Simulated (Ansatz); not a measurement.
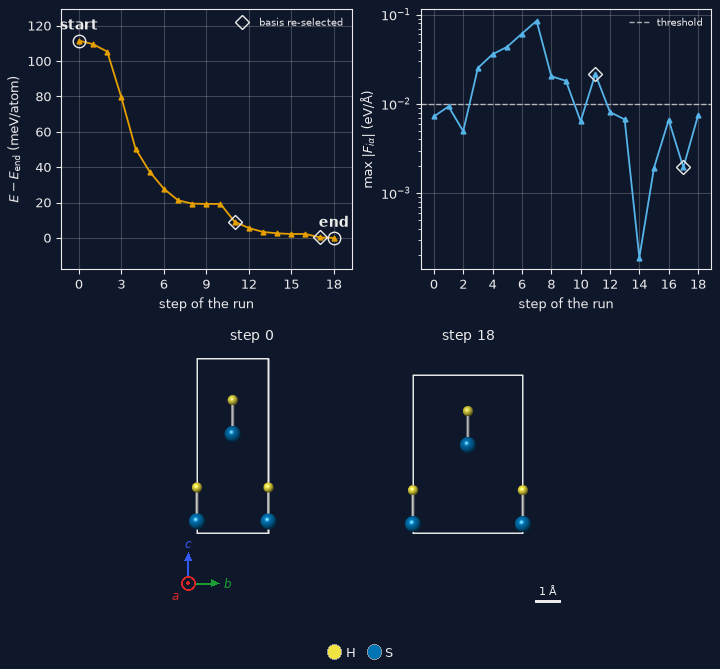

First and last geometry of a relaxation of crystalline HS (a generated structure, set up in Imm2), with the history of the run. Style: ball-and-stick. Shown: the conventional cell (2 times the calculation's cell), along the a axis. Lengths and directions refer to the drawn axes.

Case: Cl → S on all its sites, cell and atoms relaxed.

Computed with DFT PBE, scalar-relativistic, plane waves, PAW (Ansatz). (plane-wave cutoff 420 eV; k-point mesh 20 × 20 × 20; occupations gaussian; smearing width 0.1 eV; no spin polarisation; cell and atoms relaxed; force threshold 0.01 eV/Å; at most 60 steps)

Did the run converge, and what did it change?

Answer. The run was cut off at its time limit before the program reported convergence, but its last step already meets the force threshold: the largest component is 0.0074 eV/Å against 0.01 eV/Å. The pressure is within 0.04 GPa of its target. The energy falls by 112 meV per atom in 16 accepted moves (18 points after the start). Largest force component: 0.0072 eV/Å at the start, 0.0074 eV/Å at the end. The pressure goes from −0.08 to 0.04 GPa. At 2 points the geometry stayed and the basis and grid were re-selected for the new cell (energy shift of 10.1 meV per atom at most each time). The largest moves relative to the cell, 0.065 Å, are those of H and S atoms. Largest moves by element: H 0.065 Å, S 0.065 Å. The drawn cell changes as follows: a 2.827 → 2.442 Å (−13.6 %), b 2.866 → 4.406 Å (+53.7 %), c 7.003 → 6.340 Å (−9.5 %); the volume changes by +20.3 %. Among the contacts that change: S–S 2.866 → 4.406 Å, S–S 2.827 → 2.442 Å. The space group stays Imm2 (No. 44). The run took of the order of 13 core-minutes on a shared host.

```
step  E − E(0), meV/atom  largest force component, eV/Å  pressure, GPa  volume, Å³/atom                      note
   0                0.00                         0.0072          -0.08           14.182                          
   1               -2.08                         0.0094           0.11           14.224                          
   2               -6.24                         0.0049           0.03           14.366                          
   3              -32.16                         0.0253           0.39           14.618                          
   4              -61.19                         0.0360           1.48           14.521                          
   5              -74.22                         0.0437           0.53           15.049                          
   6              -83.82                         0.0613          -0.07           15.283                          
   7              -90.36                         0.0854           0.41           15.189                          
   8              -92.25                         0.0204          -0.06           15.142                          
   9              -92.44                         0.0181           0.09           15.075                          
  10              -92.43                         0.0064          -0.03           15.102                          
  11             -102.54                         0.0216           0.42           15.102  same geometry, new basis
  12             -106.03                         0.0081           0.32           15.436                          
  13             -108.28                         0.0067           0.23           15.885                          
  14             -109.05                         0.0002           0.08           16.287                          
  15             -109.44                         0.0019           0.06           16.725                          
  16             -109.41                         0.0066           0.00           16.818                          
  17             -111.37                         0.0019           0.04           16.818  same geometry, new basis
  18             -111.64                         0.0074           0.04           17.055
```
